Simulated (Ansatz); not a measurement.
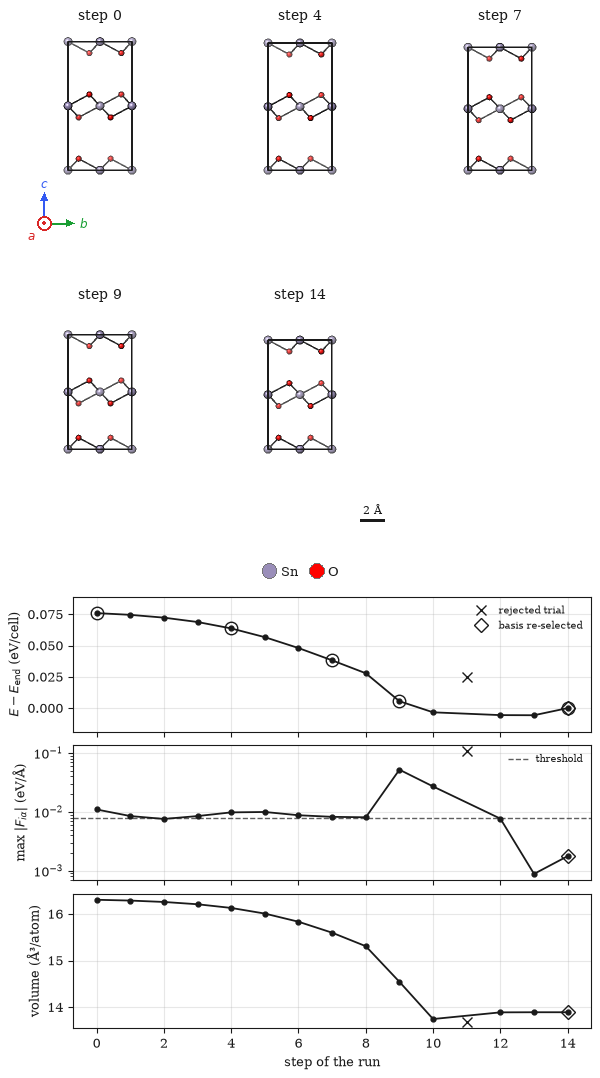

Frames of a relaxation of crystalline SnO₂ (set up in C222_1), marked on the history of the run. A ball-and-stick model of the conventional cell (2 times the calculation's cell), seen along the a axis. Lengths and directions refer to the drawn axes.

Case: mode 1 (-13.0 1/cm) frozen in at 0.15 Å; cell and atoms relaxed.

These are results of Ansatz 0.2.0, DFT r2SCAN, scalar-relativistic, plane waves, PAW, not measurements.

Input
```yaml
crystal:
  lattice:
    - [3.1886189635, 0.0, 0.0]
    - [-1.5943094818, 2.7614250254, 0.0]
    - [0.0, 0.0, 11.109415483]
  atoms:
    - { symbol: Sn, position: [-0.0468503721, 0.0, 0.5] }
    - { symbol: Sn, position: [0.0468503721, 0.0, 0.0] }
    - { symbol: O, position: [0.6196243572, 0.3333333333, 0.4107672637] }
    - { symbol: O, position: [0.7137089761, 0.3333333333, 0.0892327363] }
    - { symbol: O, position: [0.2862910239, 0.6666666667, 0.5892327363] }
    - { symbol: O, position: [0.3803756428, 0.6666666667, 0.9107672637] }
basis:
  ecutwfc: 500
kpoints:
  mp_grid: { grid: [12, 12, 2] }
hamiltonian:
  xc: r2scan
scf:
  occupations: { method: gaussian, width: 0.05 }
output:
  forces: true
  stress: true
  eigenvalues: true
relax:
  adjacent_minimum: "off"
  f_tol: 0.008
  max_steps: 80
  cell: { stress_tol: 0.08 }
```

Command:
```bash
ansatz run input.yaml --threads 2 --pin off --max-ram 5120MiB --backend cpu --events-out ev --progress --plain --runs-dir out
```

Q: What happens along the run?

A: The largest moves relative to the cell, 0.67 Å, are those of O3, O4, O5 and O6. O6 goes roughly along +a. Largest moves by element: O 0.67 Å, Sn 0.65 Å. Cell: a 3.189 → 3.204 Å (+0.5 %), b 5.523 → 5.518 Å (−0.1 %), c 11.109 → 9.428 Å (−15.1 %). Volume −14.8 %. The space group stays C222_1 (No. 20). Over 12 accepted moves (14 points after the start) the energy falls by 76.0 meV per cell of the calculation. Largest force component: 0.011 eV/Å at the start, 0.0018 eV/Å at the end. Pressure: 0.00 GPa at the start and 0.02 GPa at the end. The line search rejected the trial step at point 11 of the run. At 1 point the geometry stayed and the basis and grid were re-selected for the new cell (energy shift of 5.7 meV per cell of the calculation at most each time). Cost: 8.2 min on 2 threads of Arm Neoverse V1, with other jobs on the host, peak memory 0.67 GiB. From step 0 to 4: Sn and O atoms move most (0.25 Å), volume −1.1 %, energy −12.3 meV per cell of the calculation. From step 4 to 7: Sn and O atoms move most (0.28 Å), volume −3.3 %, energy −25.5 meV per cell of the calculation. From step 7 to 9: O atoms move most (0.16 Å), volume −6.8 %, energy −32.7 meV per cell of the calculation. From step 9 to 14: O atoms move most (0.05 Å), volume −4.5 %, energy −5.5 meV per cell of the calculation.

| step | E − E(0), meV/atom | largest force component, eV/Å | pressure, GPa | volume, Å³/atom | note |
| --- | --- | --- | --- | --- | --- |
| 0 | 0.00 | 0.0110 | 0.00 | 16.303 |  |
| 1 | -0.23 | 0.0085 | -0.02 | 16.286 |  |
| 2 | -0.61 | 0.0076 | -0.03 | 16.256 |  |
| 3 | -1.19 | 0.0085 | -0.04 | 16.207 |  |
| 4 | -2.04 | 0.0098 | -0.07 | 16.128 |  |
| 5 | -3.21 | 0.0099 | -0.10 | 16.007 |  |
| 6 | -4.66 | 0.0088 | -0.13 | 15.832 |  |
| 7 | -6.30 | 0.0082 | -0.16 | 15.597 |  |
| 8 | -8.02 | 0.0081 | -0.17 | 15.307 |  |
| 9 | -11.75 | 0.0519 | 0.12 | 14.542 |  |
| 10 | -13.23 | 0.0270 | 0.59 | 13.745 |  |
| 11 | -8.58 | 0.1064 | 0.60 | 13.674 | rejected |
| 12 | -13.60 | 0.0077 | -0.07 | 13.888 |  |
| 13 | -13.62 | 0.0009 | 0.00 | 13.890 |  |
| 14 | -12.67 | 0.0018 | 0.02 | 13.890 | same geometry, new basis |

Limits of the set-up: layers or molecules are held without a dispersion correction, so their spacing is unreliable.
